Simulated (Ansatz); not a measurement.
Run report: Cu₂₇O₁₄, single-point calculation (part 2 of 2)

Cu₂₇O₁₄ (defect cell, 41 atoms in the cell); DFT, RPBE, plane waves, PAW, spin-polarised (Ansatz 0.2.0); cutoff 420 eV, 1×1×1 k-mesh, Fermi–Dirac smearing of 0.001 eV, collinear spins. The structure derives from a Materials Project entry. The settings are looser than a standard set-up, so the numbers are not reference values.

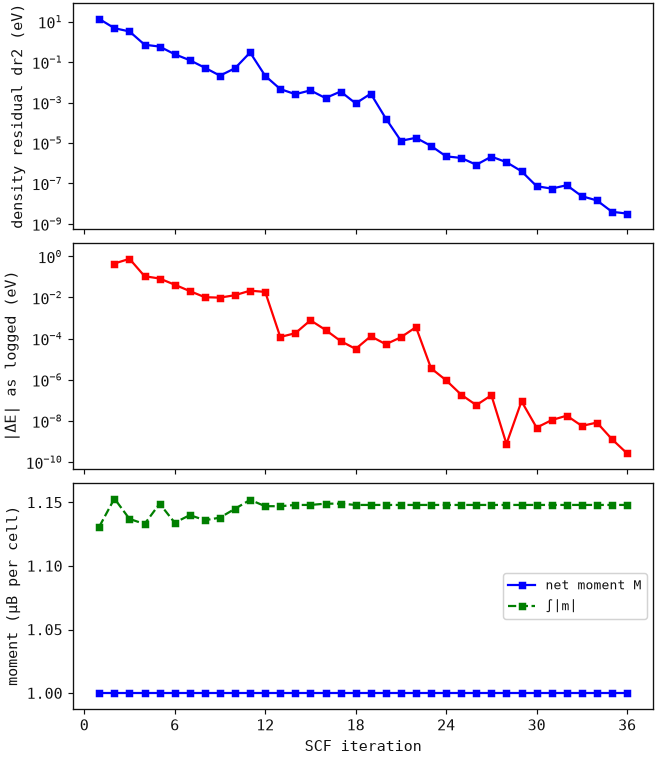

Convergence of the self-consistent field: density residual dr2, size of the energy change and magnetic moment against the SCF iteration. The residual falls unevenly and jumps up by a factor of two or more 5 times on the way down. The net moment stays at 1.0 μB per cell.

```
SCF converged after 36 iterations
Magnetization: 1.0000 μB (299.0000 up, 298.0000 down)
Absolute magnetization: 1.1571 μB (∫|ρ↑−ρ↓|, with the PAW one-centre terms)
Spin contamination: 0.0019 ħ² per cell (⟨S²⟩ above its minimum at these occupations)
Per-site moments (μB) at R_I (Å): [(0.03841400988398042, 0.7497383362720352), (0.029123856752420484, 0.7500623305035912), (0.02419035118316247, 0.749608614538896), (0.024487344736555006, 0.7496348031212307), (0.02934044623489525, 0.7501380584386601), (0.038443262437355505, 0.7496844505012178), (0.07140877665897609, 0.7356673474151239), (0.0006114913707610761, 0.7493981178815721), (0.046547142455836014, 0.7481704776099024), (0.07144727234133712, 0.7356056161057833), (0.046620710786090445, 0.7480942996040761), (0.0005867133161467232, 0.7494545010854087), (-0.0026004869614341263, 0.7476480348039669), (0.06304030667459798, 0.7356521849535795), (0.06314476852537206, 0.7357099065989029), (0.04027757528450128, 0.7484566197520421), (0.040068576508408144, 0.7484708342341845), (0.02613992464492432, 0.7486767828654027), (-0.0037850956952139867, 0.7492712244635029), (0.026083514696815947, 0.7486768059262073), (0.04032472937528279, 0.7357297339899889), (-0.00308782648212149, 0.7501928952127488), (9.657020343872999e-6, 0.7477629319296387), (0.007544007523423646, 0.7497281288485236), (0.04009654414764414, 0.7356865433962255), (0.007777626491078744, 0.7498266062281482), (1.802835484327392e-5, 0.747771418075245), (0.03362107559261118, 0.7356521849535795), (0.009130228420437432, 0.7497383362720352), (0.012063366122455836, 0.7477629319296387), (0.02013424978092963, 0.7484708342341845), (0.00947824809344438, 0.7480942996040761), (-0.0009433802921005652, 0.7492712244635029), (0.0025295346830929476, 0.7476706274287802), (0.009097174008671773, 0.7496844505012178), (0.03372157192352845, 0.7356056161057833), (0.020277927809330017, 0.7484566197520421), (0.012100642742106614, 0.747771418075245), (0.002545927675367197, 0.7476480348039669), (-0.001003361737252282, 0.7492917145976319), (0.009499776798143162, 0.7481704776099024)]
Free energy (F): -186969.079794 eV
Harris-Foulkes:  -186969.079794 eV  (|F-HF|=2.36e-9)
Internal energy: -186969.079793 eV  (E = F + TS)
E sigma→0 (E₀):  -186969.079794 eV
Entropy (-TS):   -0.000001 eV (-0.000 meV/atom)
Fermi energy:    11.481647 eV
--- Per-component energies (eV) ---
  E_band       = -12021.647698
  E_kinetic    = 10536.809393
  E_local      = -133343.581594  (includes V_loc(G=0)·N_el)
  E_nonlocal   = 11305.206703
  E_hartree    = 58340.800677
  E_xc         = -3423.133509
  E_vxc        = -4391.935280  (∫ρ·V_xc dr)
  E_paw        = -47350.241949  (= ΣΔE_a)
  E_vpaw       = -12809.790377  (= ΣTr[D̂ρ^β])
  E_aug_tail   = 0.042163  (compensation charges beyond the density's cutoff)
  E_ewald      = -83033.548009
  E_core_change = -1.433668  (= ΣΔE_core)
  E_smearing   = -0.000001  (= −TS)
  E_closure    = -0.000000  (closes the sum)
  Σ components = -186969.079794   (vs F -186969.079794, Δ=0.00e0)
--- Forces (eV/Å), atoms counted from 1 ---
  atom   1  Cu     0.03690756     0.04293699    -0.02065435
  atom   2  Cu     0.05252824     0.02727538     0.04333721
  atom   3  Cu     0.07139398     0.14496728     0.08367038
  atom   4  Cu    -0.07067845    -0.14465556    -0.08246168
  atom   5  Cu    -0.05266216    -0.02783128    -0.04430808
  atom   6  Cu    -0.03564136    -0.04242164     0.01989415
  atom   7  Cu     0.04051860    -0.02986776    -0.04452332
  atom   8  Cu     0.00319237    -0.03569887     0.02780782
  atom   9  Cu     0.08487759     0.05328849     0.02825759
  atom  10  Cu    -0.04003453     0.03136853     0.04184544
  atom  11  Cu    -0.08562638    -0.05339461    -0.02677788
  atom  12  Cu    -0.00542841     0.03616000    -0.02847803
  atom  13  Cu    -0.00004931    -0.00045936     0.00059112
  atom  14  Cu     0.00188747     0.02018787    -0.08309699
  atom  15  Cu    -0.00233730    -0.01751621     0.07911045
  atom  16  Cu    -0.00422991     0.00906434    -0.02101129
  atom  17  Cu     0.00388912    -0.01033875     0.02055248
  atom  18  Cu    -0.05555833    -0.07463875    -0.06288430
  atom  19  Cu    -0.00067753    -0.00060365    -0.00073094
  atom  20  Cu     0.05687465     0.07387795     0.06346519
  atom  21  Cu     0.06821131     0.04240850    -0.02468553
  atom  22  Cu    -0.00210110     0.00014205    -0.00115413
  atom  23  Cu    -0.00568757     0.02042121     0.02655271
  atom  24  Cu    -0.08642260    -0.02399915     0.03774157
  atom  25  Cu    -0.06677582    -0.04115404     0.02536159
  atom  26  Cu     0.08614432     0.02371806    -0.03742834
  atom  27  Cu     0.00619695    -0.02238704    -0.02574038
  atom  28  O     -0.68369784    -0.65851307     0.70012225
  atom  29  O     -0.06099144     0.03338445     0.02189373
  atom  30  O      0.10881982    -0.02242448     0.01946091
  atom  31  O      0.05419660    -0.02955965     0.00441409
  atom  32  O      0.19631253     0.15563119     0.00094873
  atom  33  O      0.04051377     0.04655870     0.02022072
  atom  34  O     -0.04029035     0.12270386     0.07761788
  atom  35  O      0.06223391    -0.03358780    -0.01978751
  atom  36  O      0.68611268     0.65616200    -0.69870846
  atom  37  O     -0.05412337     0.03214130    -0.00321324
  atom  38  O     -0.10820668     0.02317322    -0.02109587
  atom  39  O      0.04116155    -0.12159667    -0.07748334
  atom  40  O     -0.04197218    -0.04741944    -0.01839542
  atom  41  O     -0.19878144    -0.15750459    -0.00024719
  max |Σ_I F_I| component: 1.05e-6 eV/Å
--- Band table (eV) ---
  k-point 0 ↑: bands = ["-100.7291", "-100.7126", "-100.7118", "-100.7003", "-100.6986", "-100.6975", "-100.6962", "-100.6898", "-100.6898", "-100.6708", ... 149 levels left out ..., "6.1729", "6.2721", "6.4103", "6.6284", "7.0241", "7.6907", "7.7080", "7.7346", "7.7590", "7.7716", "7.9491", "8.2630", "8.2776", "8.3442", "8.5389", "8.5654", "8.5714", "8.6034", "8.6337", "8.6880", "8.7278", "8.7370", "8.7428", "8.7915", "8.8243", "8.9624", "8.9812", "9.0107", "9.0114",
      "9.0147", "9.0250", "9.0380", "9.0581", "9.1010", "9.1077", "9.1186", "9.1420", "9.1578", "9.1840", "9.2072", "9.2218", "9.2320", "9.2351", "9.2440", "9.2528", "9.2756", "9.2760", "9.2805", "9.2962", "9.3090", "9.3173", "9.3181", "9.3266", "9.3481", "9.3567", "9.3626", "9.3814", "9.3949", "9.4432", "9.4588", "9.4647", "9.4764", "9.4869", "9.5137", "9.5436", "9.5895", "9.5921", "9.6037", "9.6262",
      "9.6340", "9.6401", "9.6472", "9.6488", "9.6632", "9.6654", "9.6753", "9.6780", "9.6957", "9.7160", "9.7399", "9.7456", "9.7593", "9.7653", "9.7840", "9.8010", "9.8167", "9.8300", "9.8336", "9.8396", "9.8457", "9.8558", "9.8595", "9.8658", "9.8765", "9.8790", "9.8831", "9.8843", "9.9026", "9.9294", "9.9549", "9.9630", "9.9705", "9.9971", "10.0294", "10.0332", "10.0428", "10.0724", "10.1566", "10.1774",
      "10.1847", "10.1871", "10.2044", "10.2166", "10.2265", "10.2435", "10.2785", "10.3037", "10.3137", "10.3504", "10.3579", "10.3967", "10.4016", "10.4603", "10.5463", "10.5936", "10.9965", "11.0992", "11.1212", "11.1516", "11.1604", "11.1754", "11.1902", "11.2257", "11.2429", "11.2636", "11.3524", "11.3583", "11.3649", "11.3768", "11.4152", "13.6292", "13.6442", "13.6667", "13.6849", "13.7668", "13.9956", "14.1816", "14.2311", "14.2952",
      "14.4392", "14.5250", "14.5795", "14.6568", "14.7518", "14.8036", "15.0750", "15.1300", "15.2221", "15.2734", "15.4691", "15.8078", "16.6377", "16.6872", "16.6899", "16.7923", "16.9500", "16.9941", "17.0006", "17.1257", "17.2355", "18.0965", "18.1088", "18.2228", "18.2413", "18.4053", "18.4868", "18.8595", "18.8868", "18.9675", "19.0900", "19.2429", "19.5261", "19.5380", "19.9003", "19.9032", "20.0178", "20.1983", "20.2122", "20.2327",
      "20.5895", "20.8901", "20.9843", "21.0691", "21.2943", "21.3190", "21.5248", "22.1187", "22.1810", "22.3788", "22.5482"]
  k-point 0 ↓: bands = ["-100.7332", "-100.6903", "-100.6889", "-100.6601", "-100.6596", "-100.6449", "-100.6439", "-100.5968", "-100.5968", "-100.5907", ... 149 levels left out ..., "6.2130", "6.2934", "6.4294", "6.6962", "7.0865", "7.7165", "7.7429", "7.7809", "7.7827", "7.8033", "7.9922", "8.2933", "8.3103", "8.3732", "8.5887", "8.6129", "8.6234", "8.6437", "8.6726", "8.7179", "8.7512", "8.7545", "8.7710", "8.8055", "8.8472", "8.9792", "9.0099", "9.0298", "9.0370",
      "9.0409", "9.0468", "9.0615", "9.0800", "9.1215", "9.1320", "9.1449", "9.1674", "9.1793", "9.2017", "9.2347", "9.2455", "9.2577", "9.2612", "9.2715", "9.2835", "9.2969", "9.3046", "9.3067", "9.3196", "9.3255", "9.3405", "9.3426", "9.3530", "9.3791", "9.3795", "9.3901", "9.4015", "9.4254", "9.4740", "9.4858", "9.4880", "9.5041", "9.5096", "9.5449", "9.5677", "9.6200", "9.6256", "9.6412", "9.6544",
      "9.6622", "9.6696", "9.6708", "9.6810", "9.6874", "9.6926", "9.7006", "9.7048", "9.7147", "9.7360", "9.7629", "9.7742", "9.7816", "9.7845", "9.8069", "9.8209", "9.8372", "9.8543", "9.8627", "9.8647", "9.8790", "9.8793", "9.8828", "9.8884", "9.8942", "9.8981", "9.9126", "9.9157", "9.9339", "9.9509", "9.9823", "9.9829", "9.9936", "10.0313", "10.0525", "10.0537", "10.0659", "10.0971", "10.1810", "10.1957",
      "10.2129", "10.2138", "10.2329", "10.2533", "10.2603", "10.2703", "10.3009", "10.3226", "10.3437", "10.3718", "10.3855", "10.4229", "10.4317", "10.4912", "10.5906", "10.6549", "11.0493", "11.1367", "11.1576", "11.1815", "11.1890", "11.2038", "11.2234", "11.2626", "11.2853", "11.2966", "11.3922", "11.4078", "11.4176", "11.4713", "11.4920", "13.6486", "13.6686", "13.7002", "13.7178", "13.8077", "14.0261", "14.1889", "14.2354", "14.3077",
      "14.4501", "14.5509", "14.5985", "14.6777", "14.7748", "14.8190", "15.0924", "15.1571", "15.2340", "15.2946", "15.4849", "15.8227", "16.6427", "16.6923", "16.6973", "16.7970", "16.9767", "16.9974", "17.0171", "17.1349", "17.2400", "18.1022", "18.1158", "18.2272", "18.2512", "18.4084", "18.4916", "18.8631", "18.8914", "18.9763", "19.1010", "19.2439", "19.5289", "19.5420", "19.9054", "19.9066", "20.0266", "20.2010", "20.2218", "20.2370",
      "20.5964", "20.8934", "20.9881", "21.0737", "21.3004", "21.3198", "21.5283", "22.1235", "22.1867", "22.3858", "22.5550"]
```

## Key numbers

| quantity | value |
| --- | --- |
| outcome | converged |
| electrons treated | 597 |
| free energy | −186969.0798 eV |
| Fermi energy | 11.482 eV |
| gap on the k-point mesh | 0.02 eV |
| net moment of the cell | 1.00 μB |
| integrated absolute moment | 1.16 μB |
| largest force (length of the vector) | 1.180 eV/Å |
| hardware | 4 threads of Intel Xeon @ 2.70GHz, 189 GiB of memory available, shared host |
| wall time | 35 s (CPU time 2.1 min) |
| peak memory | 1.7 GiB |

## Notes

Settings chosen away from the usual ones: kpoints.mp_grid.grid set to [1, 1, 1] (from [2, 2, 2]); scf.occupations.method set to fermi_dirac (from gaussian); scf.occupations.width set to 0.001 (from 0.01); hamiltonian.xc set to rpbe (from lda); basis.ecutwfc removed. These settings are looser than, or depart from, a standard set-up, so the numbers are not reference values for this system.
